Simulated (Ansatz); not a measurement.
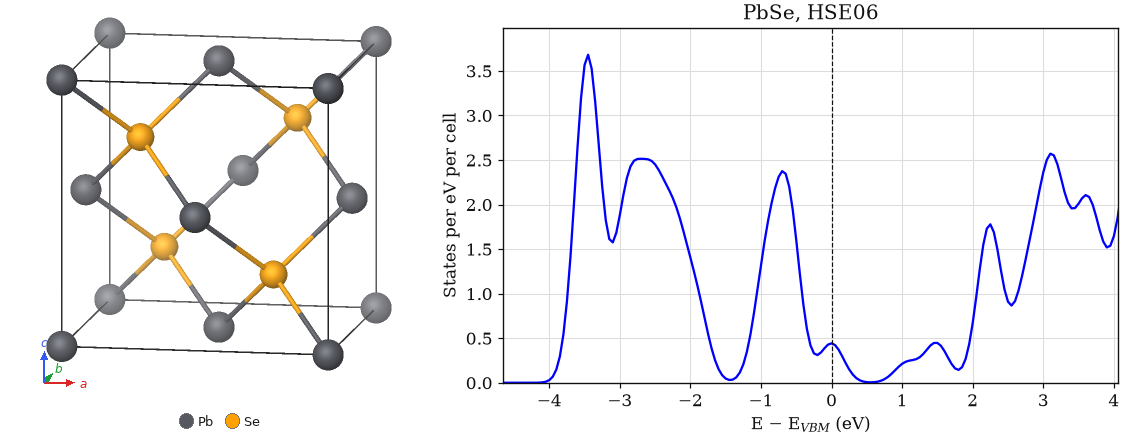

Describe the figure.

Density of states of PbSe, space group F-43m (No. 216), 2 atoms in the cell, zincblende type, beside the structure. Computed with Ansatz: DFT, HSE06, plane waves, PAW, no spin polarisation, 4×4×4 k mesh, 420 eV cutoff. Energies are counted from the top of the valence band. The curve is built from the levels of the k mesh with Gaussians 0.4 eV wide, which also blur the band edges.

There is a gap; over the k points computed it is 1.06 eV (indirect; the smallest direct gap is 1.65 eV). The upper group of valence states starts about 3.5 eV under the valence-band top, with a gap beneath it; it holds about 6 electrons a cell. Within the window shown, the tallest peak of the filled states lies 3.4 eV under the valence-band top, at about 3.7 states per eV and cell.

Spin-orbit coupling is left out, which matters for Pb.
